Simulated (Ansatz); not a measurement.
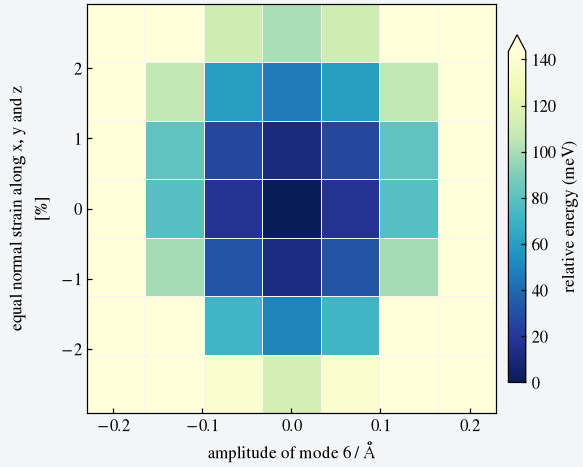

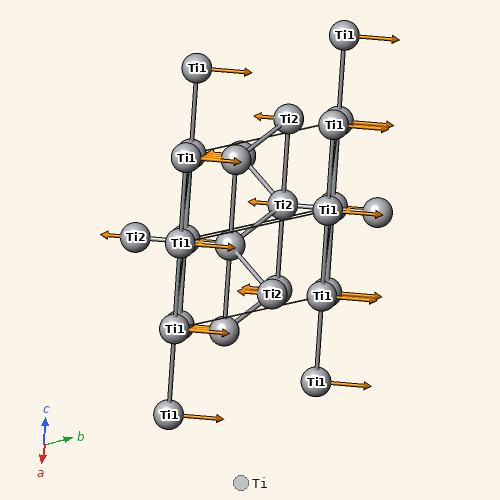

Energy landscape of Ti (P6/mmm, No. 191; 3 atoms in the cell). The energy is mapped over a normal mode and a strain (zone-centre modes of the 3-atom cell of this scan) (x along [1 0 0], y along [1 2 0], z along [0 0 1] of the conventional cell). The first coordinate is: amplitude of mode 6 (171 cm⁻¹), largest displacement in the unstrained cell; the second: equal normal strain along x, y and z. Nothing is relaxed (the pattern is fixed in fractional coordinates). Grid: 7 × 7 points; 28 points were computed and 21 follow by symmetry. Points are written as (first, second). Energies are in meV per cell, from the lowest grid point. Level of theory: DFT LDA, scalar-relativistic, plane waves, PAW in Ansatz. Settings: cutoff 520 eV, k-mesh 12×12×14 in the order of the run's cell vectors, gaussian smearing 0.15 eV, no spin polarisation.

In the figure: one coloured cell a grid point, one colour for all values above the top of the scale. The second picture is the structure at the lowest point

> Where are the wells?

The lowest grid point is at (0.000 Å, 0.00 %). No other kind of well shows on this grid. The highest grid point, (−0.197 Å, −2.50 %), lies 373 meV above the lowest.

The values on the grid:

| second ↓, first → | −0.197 | −0.131 | −0.066 | 0.000 | 0.066 | 0.131 | 0.197 |
| --- | --- | --- | --- | --- | --- | --- | --- |
| 2.50 | 244 | 153 | 112 | 100 | 112 | 153 | 244 |
| 1.67 | 207 | 107 | 59 | 46 | 59 | 107 | 207 |
| 0.83 | 192 | 81 | 27 | 12 | 27 | 81 | 192 |
| 0.00 | 199 | 78 | 17 | 0 | 17 | 78 | 199 |
| −0.83 | 231 | 99 | 32 | 12 | 32 | 99 | 231 |
| −1.67 | 288 | 146 | 72 | 50 | 72 | 146 | 288 |
| −2.50 | 373 | 219 | 138 | 114 | 138 | 219 | 373 |

Each point was launched as `ansatz run input.yaml --threads 2 --pin off --max-ram 4096MiB --backend cpu --events-out ev --progress --plain --runs-dir out`. The whole map (28 points run) took 18 min on 2 threads of Arm Neoverse N1, on a shared host.

PAW datasets: the set soft_1.
